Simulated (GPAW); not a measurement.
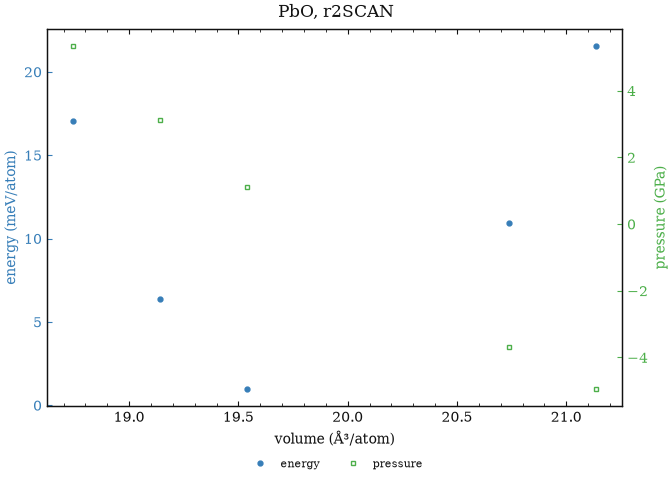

The picture above shows the energy and pressure against volume for PbO, space group P4/nmm (No. 129).

Cell as given: a = 3.990 Å, b = 3.990 Å, c = 5.010 Å, α = 90.00°, β = 90.00°, γ = 90.00°; 4 atoms.

How it was computed, with GPAW 26.7.0: PAW DFT in plane waves, on a grid or in atomic orbitals, no spin polarisation; energies at scaled volumes of the given cell, shape and fractions fixed, counted from the fit's minimum, third-order Birch-Murnaghan fit. Level: r2SCAN.

```tsv
setting	value
k mesh	5×5×4
occupations	Fermi–Dirac
smearing width	0.05 eV
potentials	GPAW PAW data sets (gpaw data 1.2.1)
wave cutoff	800 eV
program settings	basis pw
```

The points at volume 19.94 Å³/atom and 20.34 Å³/atom are left out of the plot. What values does the calculation give there?

```tsv
volume (Å³/atom)	energy (meV/atom)	pressure (GPa)
19.94	0.25	-0.67
20.34	3.73	-2.26
```

Limits of the calculation: spin-orbit coupling left out, heavy elements; shape and atomic fractions are frozen while scaling, which makes layered, chain and framework solids too stiff.
